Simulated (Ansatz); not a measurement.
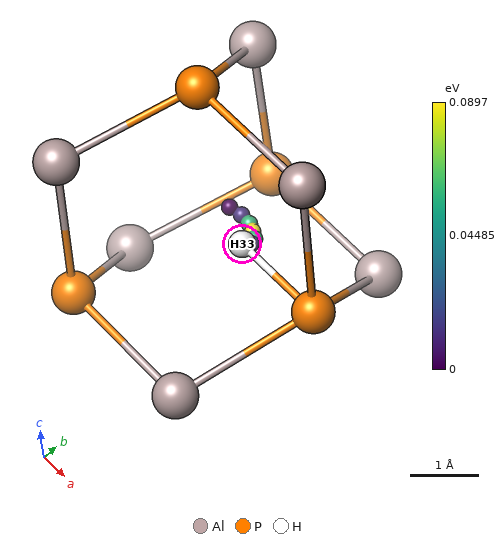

A search for the minimum-energy path of a defect cell of composition Al16P16H (33 atoms in the cell) by the nudged elastic band. Images are numbered from 0 (start) to 6 (end). The start is drawn whole; smaller spheres mark the moving atoms (H) in the later images, joined by lines and coloured by the energy of the image relative to the start. A ball-and-stick model of the atoms within 3.5 Å of the middle of the path, seen slightly off an axis. The moving atom is ringed, with any periodic copies. Bonds to atoms that aren't drawn are left out.

Method: DFT PBEsol, scalar-relativistic, plane waves, PAW (Ansatz). Set-up: plane-wave cutoff 420 eV; k-point mesh 2 × 2 × 2; Gaussian smearing 0.02 eV; spin collinear; 5 movable images; climbing image.

### Describe the path and its energy.

The H atom travels furthest, 0.99 Å from end to end, along [−1 1 0], on a path that bends up to 0.29 Å away from the straight line. At the highest image its nearest neighbour (P) is 2.06 Å away, against 1.60 Å at the start, and the surrounding atoms stand up to 0.06 Å off the mean of their end positions. Breaking: H–P (1.60 → 2.65 Å). Forming: H–P (2.65 → 1.60 Å). The barrier is about 0.090 eV in both directions, with image 3 at the top; the ends have the same energy. The band converged in 4 iterations. The largest component of the band force went from 0.21 to 0.026 eV/Å. The climbing image converged on the top of the path. Its curvatures weren't checked.

Cost: 10 min on 4 threads of Arm Neoverse V2, on a shared host, peak memory 4.6 GiB.
